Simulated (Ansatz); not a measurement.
# Formation energy and levels of the substitutional impurity Cs_K in KTaO3 (Pm-3m)

Charge states of Cs_K in KTaO3 (Pm-3m), set against the band edges. Model: a cell of 80 host atoms with 1 K taken out and 1 Cs put in.

Main program and level: Ansatz 0.2.0; place-levels on LDA runs: charge-transition levels and formation energies with image-charge correction and potential alignment at the atomic sites.

**What experiment says.**

“Origin of the overall water splitting activity of Ta3N5 revealed by ultrafast transient absorption spectroscopy” (2019, pmc:6540954) quotes from earlier work for KTaO3 (powder from solid-state reaction): band gap (optical absorption onset) about 3.6 eV [Optical absorption onset quoted in passing, not a fitted band gap].

**1. Starting point**

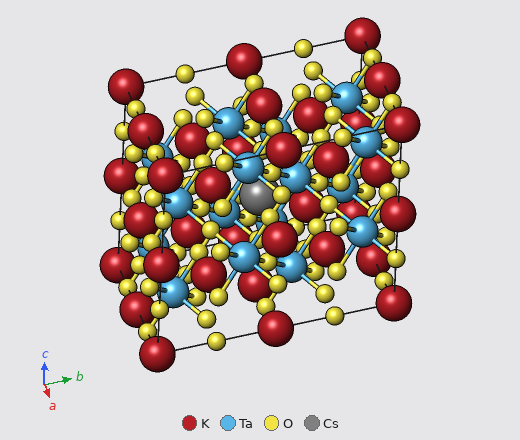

The starting structure, seen slightly off an axis (potassium red, tantalum blue, oxygen yellow, caesium grey). Some periodic images of atoms are drawn too.

The cell holds 80 atoms: 15 K, 16 Ta, 48 O and 1 Cs. Its edges and angles: a = 11.178 Å, b = 11.178 Å, c = 11.178 Å, α = 60.0°, β = 60.0°, γ = 60.0°. It derives from KTaO3 (space group Pm-3m). Nearest the centre at fractional (0.375, 0.875, 0.375): Cs22 at 0.00 Å, O7 at 2.79 Å, O10 at 2.79 Å, O6 at 2.79 Å, O28 at 2.79 Å, O29 at 2.79 Å, O38 at 2.79 Å, O35 at 2.79 Å.

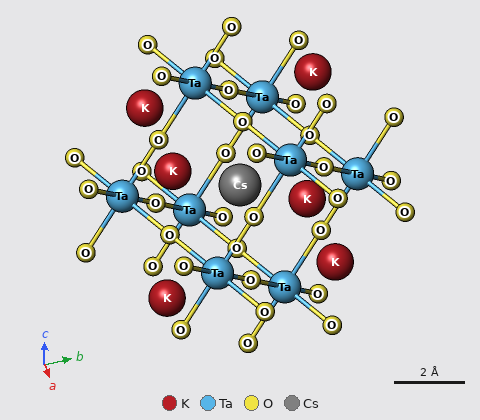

The atoms within 5 Å of the centre.

Screening for the image-charge correction: ε∞ = 5.45, ε0 = 231.95, computed on the host (DFPT, LDA).

The cell's shortest repeat is 11.2 Å.

**2. The runs of each charge state**

A transition level is the Fermi level at which two charge states cost the same, so each charge needs its own total energy, at its own relaxed structure.

Random displacements of about 0.08 Å break the site symmetry at the start, so that the relaxation can reach a distorted minimum if there is one. Forces are taken at one point at (¼, ¼, ¼). The cell holds 1 electron more than the neutral one, with a uniform background that keeps it neutral on the whole. The electron count is odd, so at least one spin is unpaired; this run locks the moment at 1 μB.

One state's input; the others differ in charge, spin, start and seed, and in occupations where the table says so.

The input, qm1_M1.relax/input.yaml:

```yaml
crystal:
  lattice:
    - [0.0, 7.90395622, 7.90395622]
    - [7.90395622, 0.0, 7.90395622]
    - [7.90395622, 7.90395622, 0.0]
  atoms:
    - { symbol: K, position: [0.125, 0.125, 0.125] }
    - { symbol: K, position: [0.375, 0.375, 0.375] }
[... 1 atom line left out ...]
    - { symbol: Ta, position: [0.25, 0.25, 0.25] }
[... 1 atom line left out ...]
    - { symbol: O, position: [0.375, 0.125, 0.375] }
    - { symbol: O, position: [0.125, 0.125, 0.375] }
[... 2 atom lines left out ...]
    - { symbol: O, position: [0.375, 0.125, 0.125] }
[... 2 atom lines left out ...]
    - { symbol: Ta, position: [0.0, 0.0, 0.5] }
[... 8 atom lines left out ...]
    - { symbol: Cs, position: [0.375, 0.875, 0.375] }
[... 1 atom line left out ...]
    - { symbol: Ta, position: [0.25, 0.75, 0.25] }
[... 1 atom line left out ...]
    - { symbol: O, position: [0.375, 0.625, 0.375] }
[... 1 atom line left out ...]
    - { symbol: O, position: [0.375, 0.875, 0.125] }
    - { symbol: O, position: [0.125, 0.875, 0.375] }
[... 4 atom lines left out ...]
    - { symbol: Ta, position: [0.25, 0.75, 0.75] }
    - { symbol: O, position: [0.125, 0.875, 0.625] }
[... 2 atom lines left out ...]
    - { symbol: O, position: [0.375, 0.875, 0.625] }
[... 1 atom line left out ...]
    - { symbol: O, position: [0.375, 0.625, 0.625] }
[... 2 atom lines left out ...]
    - { symbol: Ta, position: [0.5, 0.0, 0.0] }
[... 9 atom lines left out ...]
    - { symbol: Ta, position: [0.5, 0.0, 0.5] }
[... 10 atom lines left out ...]
    - { symbol: Ta, position: [0.75, 0.75, 0.25] }
    - { symbol: O, position: [0.625, 0.875, 0.125] }
[... 1 atom line left out ...]
    - { symbol: O, position: [0.625, 0.625, 0.375] }
[... 1 atom line left out ...]
    - { symbol: O, position: [0.625, 0.875, 0.375] }
[... 10 atom lines left out ...]
    - { symbol: O, position: [0.875, 0.625, 0.625] }
  host:
    repeats: [2, 2, 2]
    atoms:
      - { symbol: K, position: [0.25, 0.25, 0.25] }
      - { symbol: K, position: [0.75, 0.75, 0.75] }
      # ... 8 more atoms of the perfect host
total_charge: -1
basis:
  ecutwfc: 420
  xc_grid: 2
hamiltonian:
  xc: lda
kpoints:
  mp_grid: { grid: [1, 1, 1], shift: [0.25, 0.25, 0.25] }
magnetization:
  spin_polarized: true
  initial_magnetization: 1
  spin_locking: { lock_magnetization: hard }
scf:
  occupations: { method: fixed }
  max_iter: 80
output:
  forces: true
  charged_corrections:
    epsilon: 5.45
    static_epsilon: 231.95
    defect_position: [0.375, 0.875, 0.375]
relax:
  f_tol: 0.01
  max_steps: 80
  random_displacement: { amplitude: 0.08, seed: 3704 }
checkpoint:
  write: "../qm1_M1.relax.run"
  compress: false
  write_wavefunctions: true
  write_every: 100000
```

Run with:

```console
ansatz run input.yaml --threads 4 --pin off --max-ram 6594MiB --backend cpu --events-out ev --progress --plain --runs-dir out
```

The run of this state that the levels use, under LDA:

The input, qm1_M1.point/input.yaml:

```yaml
crystal:
  checkpoint: "../qm1_M1.relax.run"
  host: checkpoint
total_charge: -1
basis:
  ecutwfc: 420
  xc_grid: 2
hamiltonian:
  xc: lda
kpoints:
  mp_grid: { grid: [1, 1, 1], shift: [0.25, 0.25, 0.25] }
magnetization:
  spin_polarized: true
  initial_magnetization: 1
  spin_locking: { lock_magnetization: hard }
scf:
  occupations: { method: fixed }
  max_iter: 80
output:
  forces: true
  eigenvalues: true
  charged_corrections:
    epsilon: 5.45
    static_epsilon: 231.95
    defect_position: [0.375, 0.875, 0.375]
  eigenstates: { localisation: true }
  populations: true
  efg: {}
  band_densities: [{ bands: [v1, v1] }, { bands: [c1, c1] }]
  write_density: true
  write_potential: true
  volumetric_format: npy
checkpoint:
  write: "../qm1_M1.point.run"
  compress: false
  write_wavefunctions: false
  write_every: 100000
```

Relaxations under LDA at one point at (¼, ¼, ¼); times on 4 threads of Arm Neoverse V2, shared host:

| charge | moment (μB) | occupations | outcome | steps | largest displacement against the far atoms (Å) | time |
| --- | --- | --- | --- | --- | --- | --- |
| −1 | 1 | fixed | converged | 8 | 0.05 | 4.2 min |
| 0 | 0 | fixed | converged | 6 | 0.10 | 1.7 min |
| +1 | 1 | fixed | converged | 6 | 0.09 | 5.6 min |

Single points under LDA at one point at (¼, ¼, ¼); times on 4 threads of Arm Neoverse V2, shared host:

| charge | moment (μB) | occupations | outcome | time |
| --- | --- | --- | --- | --- |
| −1 | 1 | fixed | converged | 84 s |
| 0 | 0 | fixed | converged | 36 s |
| +1 | 1 | fixed | converged | 98 s |

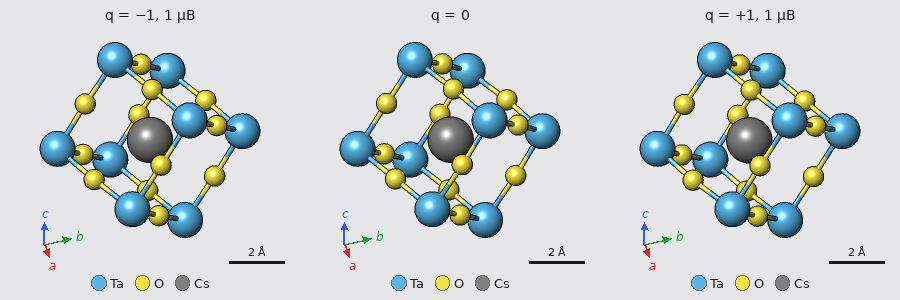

The structures near the centre after relaxation with LDA, by charge.

Distances (Å) from Cs22 to the nearest atoms after relaxation with LDA:

| charge | moment (μB) | 1. | 2. | 3. | 4. | 5. | 6. |
| --- | --- | --- | --- | --- | --- | --- | --- |
| −1 | 1 | O 2.84 | O 2.84 | O 2.84 | O 2.84 | O 2.84 | O 2.84 |
| 0 | 0 | O 2.81 | O 2.81 | O 2.81 | O 2.85 | O 2.85 | O 2.85 |
| +1 | 1 | O 2.81 | O 2.81 | O 2.81 | O 2.85 | O 2.85 | O 2.85 |

**3. place-levels, LDA**

A charged cell interacts with its images and the background, and its potential has another zero than the host's. place-levels removes the first by a point-charge model, screened by the static dielectric constant since the ions have relaxed around the charge, and the second by comparing potentials at atoms far from the defect.

The host is a run of the defect-free crystal in the same cutoffs, grids and k-points, so that basis and sampling errors cancel in part in the differences. Chemical potentials are energies per atom of K (bcc) and Cs (bcc), run with the same functional and cutoff.

The input, levels.point.yaml:

```yaml
host:
  run: host.point.run
states: [qm1_M1.point.run, q0.point.run, qp1_M1.point.run]
geometry_from:
  qm1_M1.point.run: qm1_M1.relax.run
  q0.point.run: q0.relax.run
  qp1_M1.point.run: qp1_M1.relax.run
chemical_potentials:
  K:
    energy: -1496.252767
    dataset: <sha256 of the dataset>
  Cs:
    energy: -5504.867426
    dataset: <sha256 of the dataset>
```

Run with:

```console
ansatz place-levels levels.point.yaml -- --threads 4 --pin off --max-ram 6594MiB
```

Numbers of over 12 decimals in the logs are rounded to 6 here.

Log:

```text
[... repeated set-up lines and file paths are left out, and long positions are rounded to six places ...]
(+1/0) 0.000 eV above the valence edge (-0.101 eV without the band-filling correction), 2.084 eV under the conduction edge
(0/-1) 2.169 eV above the valence edge (+2.405 eV without the band-filling correction), in the conduction band
formation energy of charge +1: +1.197 eV with the Fermi level at the valence edge
formation energy of charge 0: +1.197 eV with the Fermi level at the valence edge
formation energy of charge -1: +3.367 eV with the Fermi level at the valence edge
  edges by lda of host.levels_from (<dir>), its mesh sampled to repeats of 11.18 Å (the valence edge +0.047 eV and the conduction edge -0.242 eV from those of the host's own run), gap 2.084 eV; the host is sampled to repeats of 11.18 Å
  the defect's cells are sampled to repeats of 11.18 Å, like sampling
  charge +1: -209631.3852 eV with its correction of +0.171 eV, at epsilon 231.95, aligned at sites: +0.1620 eV, mean over 29 atomic sites at or beyond 5.59 Å from the defect at [0.3750, 0.8750, 0.3750], with +0.000000 for the charge's moments and without [...]
  charge 0: +0.000 eV for its dipole among its images, +0.000 omitted
  charge -1: -209611.4695 eV with its correction of -0.199 eV, at epsilon 231.95, aligned at sites: +0.2078 eV, mean over 29 atomic sites at or beyond 5.59 Å from the defect at [0.3750, 0.8750, 0.3750], with +0.000000 for the charge's moments and without [...]
  of states[2] (qp1_M1.point.run): how wide its charge is, is not read beside other atoms or cores, and a band state would take no correction. [...]
  of states[1] (q0.point.run): its displacements don't fall off away from the defect: farther atoms stand 0.018 Å off the host's places. [...]
  of states[0] (qm1_M1.point.run): how wide its charge is, is not read beside other atoms or cores, and a band state would take no correction. [...]
Finding the band edges on the unit cell
Warning: crystal.symmetry: narrowed to the stabiliser of the k-point mesh — unitary ops 96 → 24; [...]
scf.lower_state_search is light: the run mostly follows only what its SCF or, in some runs, a test of equal spin channels shows. [...]
Engine: ansatz 0.2.0, aarch64-unknown-linux-gnu
Pseudopotentials: kind: paw
Pseudopotential: K, paw, valence charge 9, recommended cutoff 420 eV (normal), K.paw.azcp, content sha256 <sha256 of the dataset>
Pseudopotential: Ta, paw, valence charge 13, recommended cutoff 420 eV (normal), Ta.paw.azcp, content sha256 <sha256 of the dataset>
Pseudopotential: O, paw, valence charge 6, recommended cutoff 420 eV (normal), O.paw.azcp, content sha256 <sha256 of the dataset>
Functional definition: SPW92
  name "SPW92"
  cite "Dirac, Proc. Camb. Phil. Soc. 26, 376 (1930) doi:10.1017/S0305004100016108"
  cite "Slater, Phys. Rev. 81, 385 (1951) doi:10.1103/PhysRev.81.385"
  cite "Perdew & Wang, Phys. Rev. B 45, 13244 (1992) doi:10.1103/PhysRevB.45.13244"
  exchange = slater_x
  correlation = pw_c
Crystal: 10 atoms, lattice volume = 123.445 Å³
Basis set: ecut = 420 eV, 2421 PW (Γ), exchange–correlation on 80×80×80 points (8 copies of the dense FFT grid, shifted against one another)
Bands: 50, of which v1, the nominal top of the filled ones, is band 40 counted from 1 (39 counted from 0)
Symmetry: 24 space group operations
k-points: 4 of 8
Non-local potential: K, projectors of the file, l = 0: 3, l = 1: 2, l = 2: 2
Non-local potential: Ta, projectors of the file, l = 0: 3, l = 1: 2, l = 2: 2, l = 3: 1
Non-local potential: O, projectors of the file, l = 0: 2, l = 1: 2, l = 2: 1
PAW form: soft (Blöchl's): semilocal exchange-correlation on the pseudo side does not see the compensation charge
PAW frozen core: K, regenerated for the run's functional, and the local potential with it (the file was generated under x = pbe(κ = 0.804, μ = 0.219515), c = pbe(β = 0.066725))
PAW frozen core: Ta, regenerated for the run's functional, and the local potential with it (the file was generated under x = pbe(κ = 0.804, μ = 0.219515), c = pbe(β = 0.066725))
PAW frozen core: O, regenerated for the run's functional, and the local potential with it (the file was generated under x = pbe(κ = 0.804, μ = 0.219515), c = pbe(β = 0.066725))
PAW one-centre angular grid: K, 110 points (default); XC on 64 Gauss nodes
PAW one-centre angular grid: Ta, 590 points (default); XC on 64 Gauss nodes
PAW one-centre angular grid: O, 110 points (default); XC on 64 Gauss nodes
Initial density: superposition of atomic densities (neutral atoms: chi_scale 0, normalization atom), corrected by the library's trained network
Initial wavefunctions: pseudopotential atomic-orbital guess
Functional: x = slater, c = lda
SCF iter   1: F=—  HF=-25701.995710 eV  |F-HF|=—  |Δ(HF+E_count)|=         —  Δρ=1.78e-2  dr2=3.57e-1  ethr=1.77e-3  ⟨swp⟩=4.8  Hψ=729  notcnv=0  defer=26
all-band conjugate gradients solve this SCF's bands
preconditioner: auto → Resta (q_TF=auto, 2.538 Å⁻¹)  ε∞=4.9  [insulator: Δε(μ)=2.103 eV  Ē_g=13.056 eV  n_scr=26 (ndim 8)  ℏωp=25.9 eV  f_vac=0.013  ε∞_Penn≈4.9]
SCF iter   2: F=—  HF=-25701.914340 eV  |F-HF|=—  |Δ(HF+E_count)|=   8.14e-2  Δρ=5.80e-3  dr2=2.01e-2  ethr=4.46e-4  ⟨swp⟩=2.0  Hψ=320  notcnv=0  defer=24
SCF iter   3: F=—  HF=-25701.909008 eV  |F-HF|=—  |Δ(HF+E_count)|=   5.33e-3  Δρ=2.42e-3  dr2=4.04e-3  ethr=2.51e-5  ⟨swp⟩=2.0  Hψ=315  notcnv=0  defer=29
SCF iter   4: F=—  HF=-25701.907876 eV  |F-HF|=—  |Δ(HF+E_count)|=   1.13e-3  Δρ=3.54e-4  dr2=1.06e-4  ethr=5.05e-6  ⟨swp⟩=2.0  Hψ=290  notcnv=0  defer=30
SCF iter   5: F=—  HF=-25701.907876 eV  |F-HF|=—  |Δ(HF+E_count)|=   1.68e-8  Δρ=4.54e-5  dr2=3.68e-6  ethr=1.32e-7  ⟨swp⟩=2.0  Hψ=192  notcnv=0  defer=16
SCF iter   6: F=—  HF=-25701.907876 eV  |F-HF|=—  |Δ(HF+E_count)|=   5.79e-7  Δρ=1.24e-5  dr2=2.44e-7  ethr=4.60e-9  ⟨swp⟩=2.8  Hψ=329  notcnv=0  defer=16
SCF iter   7: F=-25701.907876 eV  HF=-25701.907876 eV  |F-HF|=6.08e-10  |Δ(HF+E_count)|=   9.91e-9  Δρ=2.12e-6  dr2=4.89e-9  ethr=1.25e-10  ⟨swp⟩=10.5  Hψ=704  notcnv=0
SCF 1 converged in 7 iterations: F = -25701.907876 eV  dr2 = 4.89e-9
  greatest PAW one-centre occupation: 1.000 electrons in one spin orbital (limit 2), on the Ta atom at site 3 (counted from 0), in its partial waves of l = 0
NSCF: frozen V_eff on 32 k-points
NSCF: frozen V_eff on 32 k-points
[...]
SCF converged after 7 iterations
Free energy (F): -25701.907876 eV
Harris-Foulkes:  -25701.907876 eV  (|F-HF|=6.08e-10)
Internal energy: -25701.907876 eV  (E = F + TS)
E sigma→0 (E₀):  -25701.907876 eV
Fermi energy:    8.758338 eV
--- Per-component energies (eV) ---
  E_band       = -496.685979
  E_kinetic    = 2288.248932
  E_local      = -4388.740723  (includes V_loc(G=0)·N_el)
  E_nonlocal   = 370.615590
  E_hartree    = 1524.941195
  E_xc         = -1136.572260
  E_vxc        = -1297.107910  (∫ρ·V_xc dr)
  E_paw        = -18667.494380  (= ΣΔE_a)
  E_vpaw       = -519.600666  (= ΣTr[D̂ρ^β])
  E_aug_tail   = 0.014966  (compensation charges beyond the density's cutoff)
  E_ewald      = -5694.535530
  E_core_change = 1.614334  (= ΣΔE_core)
  E_smearing   = -0.000000  (= −TS)
  E_closure    = 0.000000  (closes the sum)
  Σ components = -25701.907876   (vs F -25701.907876, Δ=0.00e0)
  [band-id]    e_kinetic+e_local+e_nonlocal+2·e_hartree+e_vxc+e_vpaw+e_augmentation_tail = -496.687422   (vs E_band -496.685979, Δ=-1.44e-3)
--- Band table (eV) ---
  k-point 0: bands = ["-58.5028", "-58.5016", "-25.1706", "-25.1655", [... 42 left out ...] "15.6250", "16.1633", "16.1633", "16.7499"]
  k-point 1: bands = ["-58.5023", "-58.5021", "-25.1478", "-25.1478", [... 42 left out ...] "17.5538", "17.8381", "17.8500", "18.3267"]
  [... further k-points left out ...]
  band table: 50 of 50 bands, residual norms ≤ 1.0e-3 eV; checked for missing levels (by up to 5 random probe vectors, on a GPU possibly others besides, in at most 1 round, or by a solve in the whole basis): settled at every k-point
Analysis tables were printed to stdout; those that stand in <dir> are files there too
```

It took 6.8 s on 4 threads of Arm Neoverse V2, shared host.

The column dr2 measures how far the density is from self-consistency, as an energy; F and HF (Harris–Foulkes) agree once it is small.

Levels between the charges placed, in eV above the valence top:

|  | gap (eV) | (+1/0) | (0/−1) |
| --- | --- | --- | --- |
| LDA | 2.08 | 0.00 | 2.17 |

Corrections by state:

| charge | moment (μB) | image terms and alignment (eV) | band filling (eV) | ε used | over the lowest of its charge, as the program ranks them, band filling apart (eV) |
| --- | --- | --- | --- | --- | --- |
| +1 | 1.0 | 0.171 | -0.101 | 231.95 | 0.000 |
| 0 | 0.0 | 0.000 | - | - | 0.000 |
| −1 | 1.0 | -0.199 | -0.235 | 231.95 | 0.000 |

From the program's caveats on the states, each cut to its opening words:

- charge +1 (1 μB), −1 (1 μB): how wide its charge is, is not read beside other atoms or cores, and a band state would take no correction
- charge +1 (1 μB): a band-filling correction moves a carrier to the host's band edge, which changes its energy by -0.101 eV
- charge +1 (1 μB): its alignment with the host at atomic sites is doubtful: the mean over the far sites moves by +0.0501 eV from their farther parts to their nearer, more than [...]
- charge +1 (1 μB): its displacements don't fall off away from the defect: farther atoms stand 0.017 Å off the host's places
- charge 0: its displacements don't fall off away from the defect: farther atoms stand 0.018 Å off the host's places
- charge −1 (1 μB): a band-filling correction moves a carrier to the host's band edge, which changes its energy by -0.235 eV

Formation energies (eV), elemental references (Δμ(K) = 0.00 eV, Δμ(Cs) = 0.00 eV):

| charge | Fermi level at the valence top | at the conduction bottom |
| --- | --- | --- |
| +1 | 1.20 | 3.28 |
| 0 | 1.20 | 1.20 |
| −1 | 3.37 | 1.28 |

**4. Outcome**

| Property | Result |
| --- | --- |
| gap of the host | 2.08 eV (LDA) |
| level (plus 1/0) | 0.00 eV above the valence top (-0.10 eV above the valence top without the band-filling term) |
| level (0/minus 1) | 2.17 eV above the valence top, past the conduction bottom (2.40 eV above the valence top without the band-filling term) |
| lowest of the charges placed, just above the valence top (0.02 eV) | 0 |
| lowest of the charges placed, just below the conduction bottom (0.02 eV) | 0 |
| lowest formation energy at mid-gap of the charges run, elemental references | 1.20 eV |

Of the charges placed (−1, 0 and +1), 0 is the lowest from 0.02 eV above the valence top to 0.02 eV below the conduction bottom, a gap of 2.08 eV. States placed: +1 at 1 μB; 0 at 0 μB; −1 at 1 μB. Other spin states or structures, where not listed, weren't placed. The program finds carriers beyond a band edge of the host and adds a band-filling term at charge −1 (-0.24 eV) and +1 (-0.10 eV); steps to such a charge show no bound level, and a defect level inside a band would be read the same way. Cs is taken at its element; compounds, which aren't counted here, bound the chemical potentials and would shift these formation energies. The program doubts the alignment of potentials for at least one state, a sign that the cell is small. What this leaves open: one k-point off the zone centre stands for the whole zone; the static dielectric constant is over ten times the electronic one, which points to a soft mode and may be far too large; LDA makes the gap too small and tends to spread out bound carriers; where a gas molecule sets a chemical potential or the host's formation energy, its binding is uncorrected; spin–orbit coupling, which can matter with heavy atoms, is left out.

Calculation against experiment:

| quantity | measured | LDA |
| --- | --- | --- |
| band gap (least gap of the host; the measured gap is an optical one, which needn't be the least gap) (eV) | 3.6 | 2.08 (-1.52 eV) |

Measured values from pmc:6540954 (2019).

Verdict: The band gap is off by -1.52 eV. Local and semilocal functionals usually give gaps below the measured ones. An optical gap can lie under the band gap by the exciton's binding. Spin-orbit coupling, left out here, can change the gap with such heavy elements. Zero-point and thermal motion shift the measured gap.

[Logs are printed without paths, hosts, clocks, repeated set-up lines and the standing remarks that a program may print on its own settings, such as how far it seeks lower states.]

[Hosts, paths, dates, database ids (printed as entryN), source tags and the programs' standing remarks are cut or masked in the printed files.]

[Where a table of states has a column of steps, it counts the stored structures, which are thinned; the runs took as many ionic steps or more.]

[A defect's name tells the site on which it was built; relaxed atoms can leave that site.]

[For some hosts the program warned that the k-mesh of the response run may be too coarse for force constants and the static dielectric constant; such warnings are not shown here.]
